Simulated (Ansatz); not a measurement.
System: a (110) slab cut from SiC (F-43m), ended by SiC planes, 40 atoms in the cell, the slab at its places in the relaxed adsorbed structure; a = 6.15 Å, b = 8.70 Å, c = 24.54 Å, α = 90.00°, β = 90.00°, γ = 90.00°.

Computed with Ansatz 0.2.0: DFT PBE+D3(BJ), scalar-relativistic, plane waves, PAW, no spin polarisation, 3×2×1 k mesh, 420 eV cutoff.

What does the potential across the slab give for the work function?

The work function is 5.15 eV at the right face and 4.97 eV at the left. The vacuum levels differ by 0.18 eV, so the slab carries a dipole along its normal. The outermost atoms are 6.2 Å apart, which leaves 18.3 Å of vacuum in a cell 24.5 Å high.

The atoms aren't at rest in this cell (largest force 3.3 eV/Å), so the relaxed material can differ.

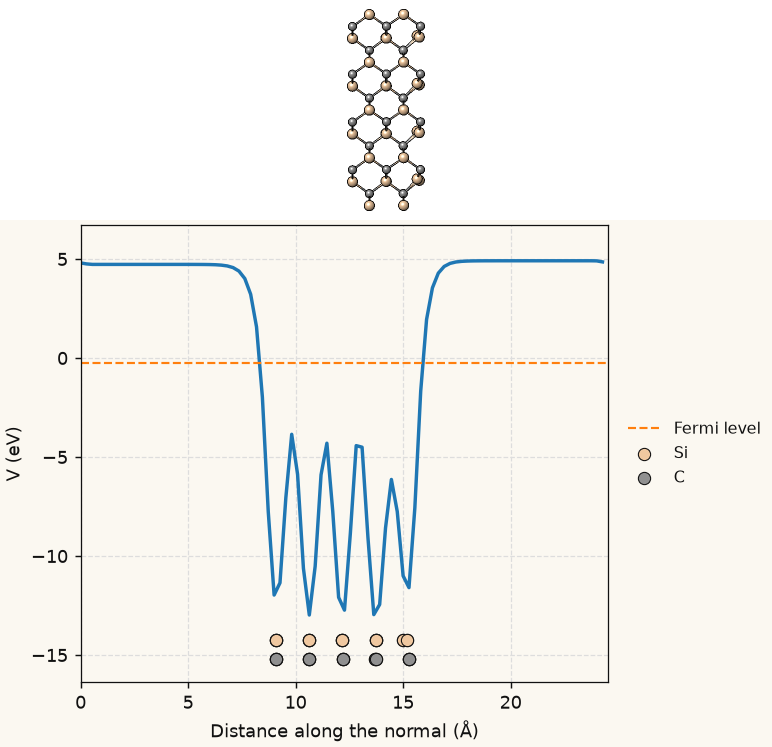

Plane-averaged electrostatic potential energy of an electron across the slab; circles at the bottom mark the heights of the atoms. The structure is drawn too.
